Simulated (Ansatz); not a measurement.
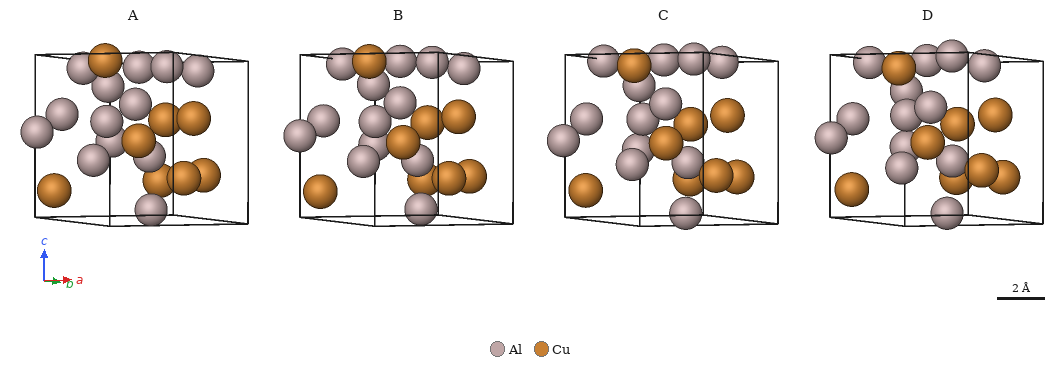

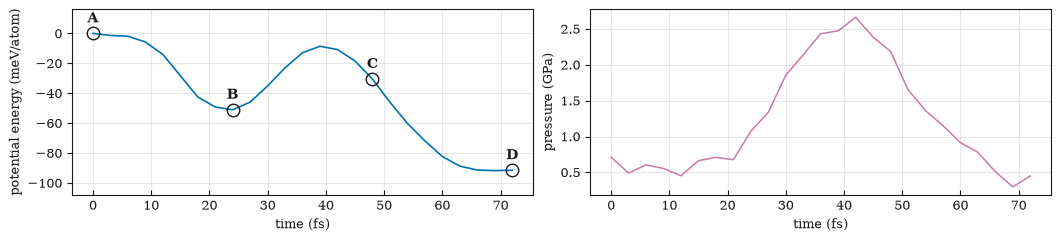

A Born-Oppenheimer molecular dynamics run of an amorphous cell of composition Al3Cu2 (20 atoms in the cell), 72 fs long. Frames (A at 0 fs, B at 24 fs, C at 48 fs, D at 72 fs) and the history of the run. A spheres-only model of the simulation cell, seen from a free direction.

All numbers below come from Ansatz 0.2.0, DFT PBEsol, scalar-relativistic, plane waves, PAW. Settings: plane-wave cutoff 320 eV; k-point mesh 1 × 1 × 1; Fermi-Dirac smearing 0.148 eV; volume 1.16 times that of the relaxed crystal; set temperature 1720 K; time step 3 fs.

Input file:
```yaml
crystal:
  lattice:
    - [6.892192, -0.185464, -0.060055]
    - [-0.185464, 6.973898, 0.006784]
    - [-0.060055, 0.006784, 7.002285]
  atoms:
    - { symbol: Al, position: [0.8366954102, 0.2161844555, 0.9264513389] }
    - { symbol: Al, position: [0.0172546472, 0.9951486204, 0.5234021214] }
    - { symbol: Al, position: [0.0388880876, 0.9004603469, 0.8554331316] }
    - { symbol: Al, position: [0.5153682806, 0.5758262146, 0.4010420626] }
    - { symbol: Al, position: [0.0543743321, 0.5396946842, 0.9458780507] }
    - { symbol: Al, position: [0.497849054, 0.4208466255, 0.7115637052] }
    - { symbol: Al, position: [0.0208793113, 0.3222875698, 0.6511039512] }
    - { symbol: Al, position: [0.6934685529, 0.8921906406, 0.9397331882] }
    - { symbol: Al, position: [0.2192398164, 0.3754040917, 0.3682884509] }
    - { symbol: Al, position: [0.3539305481, 0.7368610394, 0.958768237] }
    - { symbol: Al, position: [0.5730217787, 0.4940810852, 0.0650068043] }
    - { symbol: Al, position: [0.1706987887, 0.6425502679, 0.6228923679] }
    - { symbol: Cu, position: [0.7763385344, 0.8186549852, 0.2925163767] }
    - { symbol: Cu, position: [0.0890942628, 0.0927485412, 0.168401926] }
    - { symbol: Cu, position: [0.4070560139, 0.916618721, 0.2711284945] }
    - { symbol: Cu, position: [0.8024516448, 0.6368019518, 0.6315531572] }
    - { symbol: Cu, position: [0.4273352506, 0.1463709623, 0.9662938889] }
    - { symbol: Cu, position: [0.4834244923, 0.8492114953, 0.639360315] }
    - { symbol: Cu, position: [0.8684265595, 0.3865956268, 0.2493984442] }
    - { symbol: Cu, position: [0.6767708482, 0.1359451662, 0.4685109014] }
  symmetry: { detect: false }
basis:
  ecutwfc: 320
  xc_grid: 1
kpoints:
  mp_grid: { grid: [1, 1, 1], shift: [0.25, 0.25, 0.25] }
hamiltonian:
  xc: pbesol
scf:
  occupations: { method: fermi_dirac, width: 0.1482 }
  lower_state_search: "off"
  convergence: { dr2_threshold: 1.0e-05 }
output:
  forces: true
  stress: true
md:
  timestep: 3.0
  n_steps: 24
  ensemble: nvt_langevin
  friction: 0.03
  temperature: 1720.0
  initial_velocities: maxwell_boltzmann
  seed: 51773
```

Command:
```bash
ansatz run input.yaml --threads 2 --pin off --max-ram 5120MiB --backend cpu --events-out ev --progress --plain --runs-dir out
```

Q: What do the frames and curves show?

A: Over the second half the temperature averages 1611 K (spread ±114 K). The potential energy is still drifting at the end, so the run hasn't reached equilibrium. The potential energy in the second half lies on average 54.2 meV per atom below the first frame. The mean pressure there is 1.5 GPa. In the second half of the run the atoms are, in the root-mean-square, this far from where they began (common drift taken out): Al 0.48 Å, Cu 0.26 Å. The run lasts only 72 fs, too short to tell vibration from diffusion.

Limits of the set-up: the k-point mesh is coarse for a cell with partly filled bands; the cutoff lies below the recommended one; the periodic images lie only 6.9 Å apart, so the values are limited by the cell's size.

The run took 96 s on 2 threads of Intel(R) Xeon(R) Processor @ 2.50GHz (Skylake/Cascade Lake), with other jobs on the host, peak memory 0.47 GiB.
